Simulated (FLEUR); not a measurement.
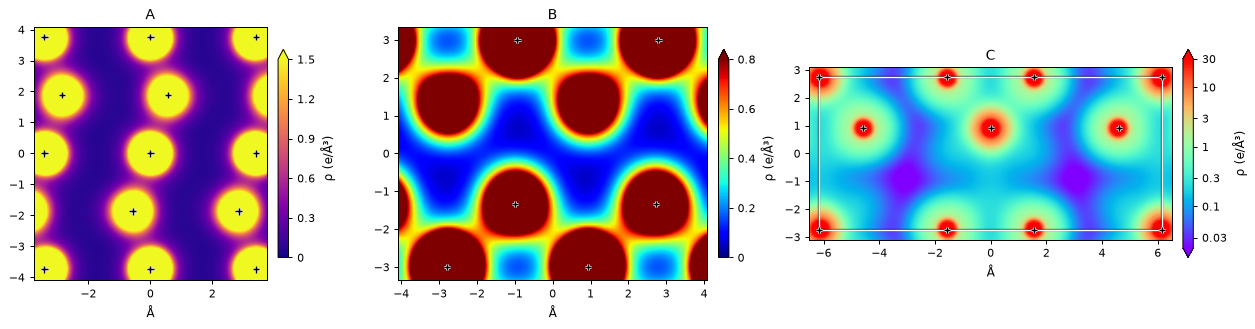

The total electron density of 3 systems, each on a plane through atoms (crosses mark nuclei in the plane).

Theory: Kohn-Sham DFT of a periodic cell, PBEsol, all-electron in FLEUR.

System 1: CuO, the (101) plane of the conventional cell. Space group C2/c; not relaxed (largest force 0.4 eV/Å).

```yaml
crystal:
  lattice:
    - [4.68370, 0.00000, 0.00000]
    - [0.00000, 3.42260, 0.00000]
    - [-0.85003, 0.00000, 5.05787]
  atoms:
    - { symbol: Cu, position: [0.25000, 0.75000, 0.50000] }
    - { symbol: Cu, position: [0.75000, 0.25000, 0.50000] }
    - { symbol: Cu, position: [0.25000, 0.25000, 0.00000] }
    - { symbol: Cu, position: [0.75000, 0.75000, 0.00000] }
    - { symbol: O, position: [0.00000, 0.58160, 0.75000] }
    - { symbol: O, position: [0.50000, 0.08160, 0.75000] }
    - { symbol: O, position: [0.00000, 0.41840, 0.25000] }
    - { symbol: O, position: [0.50000, 0.91840, 0.25000] }
```

System 2: PtSe2, the (011) plane of the conventional cell. Space group P1; changed on purpose from its base cell (atoms moved at random by about 0.05 A); not relaxed (largest force 2.0 eV/Å).

```
CELL_PARAMETERS angstrom
3.72400 0.00000 0.00000
-1.86200 3.22508 0.00000
0.00000 0.00000 5.06200
ATOMIC_POSITIONS crystal
Pt 0.01133 0.02263 0.00660
Se 0.65034 0.33134 0.74000
Se 0.33238 0.65513 0.24631
```

System 3: MoS2, the (110) plane of the conventional cell. Space group P6₃/mmc; not relaxed (largest force 0.3 eV/Å).

```
Mo S
1.0
     3.16900    0.00000    0.00000
    -1.58450    2.74443    0.00000
     0.00000    0.00000   12.32400
Mo S
2 4
Direct
  0.66667 0.33333 0.75000
  0.33333 0.66667 0.25000
  0.66667 0.33333 0.37700
  0.33333 0.66667 0.87700
  0.66667 0.33333 0.12300
  0.33333 0.66667 0.62300
```

Which map belongs to which system?

Answer. Panel A is system 1, CuO: the plane holds Cu and O. Cu–O (1.96 Å): ρ is about 0.62 e/Å³ halfway. Panel B is system 2, PtSe2: the plane holds Pt and Se. Pt–Se (2.46 Å): ρ is about 0.62 e/Å³ halfway. Panel C is system 3, MoS2: the plane holds Mo and S. Mo–S (2.41 Å): ρ at the midpoint is about 0.6 e/Å³.
